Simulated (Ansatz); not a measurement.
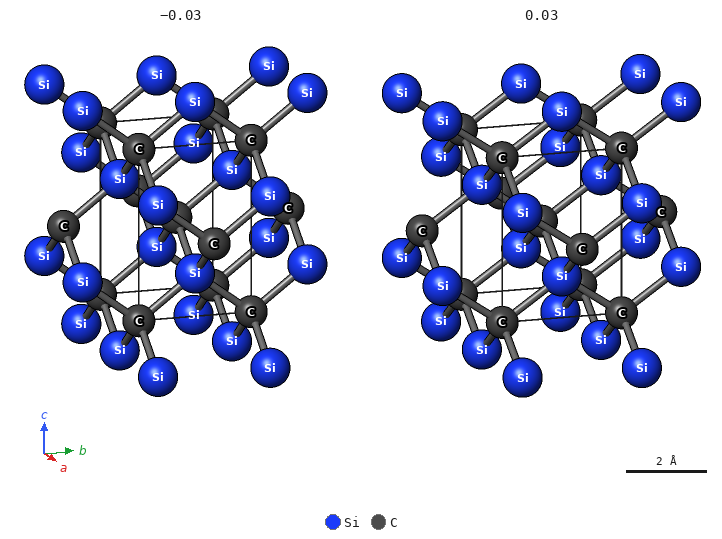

Crystalline SiC (set up in F-43m), under biaxial strain in the a–b plane (c relaxed, atoms fixed by symmetry), with energies (extrapolated to zero smearing) counted from the relaxed crystal, which is the row at zero; the cubic crystal is set up in a tetragonal cell with a = a(cubic)/√2 and c = a(cubic). The picture shows the first and the last member. A ball-and-stick model of the cell of the calculation, seen slightly off an axis.

Computed with Ansatz 0.2.0: DFT PBE, scalar-relativistic, plane waves, PAW. (plane-wave cutoff 420 eV; k-point mesh 10 × 10 × 6; occupations gaussian; smearing width 0.02 eV; no spin polarisation; force threshold 0.008 eV/Å)

| strain | energy (meV/atom) | a (Å) | c (Å) | band gap (eV) |
| --- | --- | --- | --- | --- |
| −0.03 | 26.78 | 3.004 | 4.464 | 1.07 |
| −0.02 | 11.66 | 3.035 | 4.437 | 1.17 |
| −0.01 | 2.87 | 3.066 | 4.408 | 1.27 |
| 0.0 | 0.00 | 3.097 | 4.380 | 1.37 |
| 0.01 | ? | ? | ? | ? |
| 0.02 | 10.72 | 3.159 | 4.320 | 1.06 |
| 0.03 | 23.66 | 3.190 | 4.290 | 0.92 |

Estimate the missing row from the others, and compare with the calculation.

Answer. A parabola through three neighbouring rows (0.0, 0.02, 0.03) gives, with Lagrange weights, (0.3333)(0.00) + (1.0000)(10.72) + (−0.3333)(23.66) = 2.83 meV/atom. The calculation gives 2.74 meV/atom (a = 3.128 Å, c = 4.350 Å). The estimate is 0.09 meV/atom too high. For the gap a parabola through the rows 0.0, 0.02, 0.03 gives 1.21 eV, and the calculation 1.21 eV (semilocal gaps, lower than measured ones as a rule). From the first member to the last: C–Si 1.871 → 1.922 Å.

The whole series:

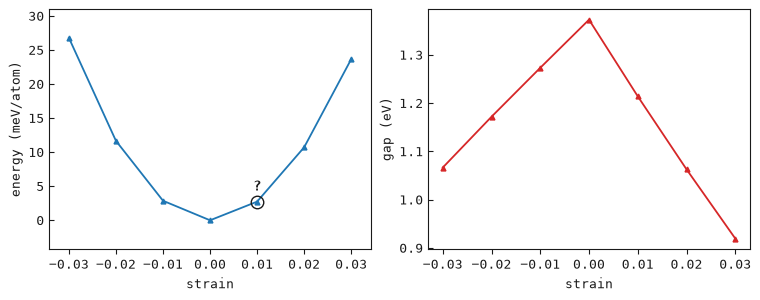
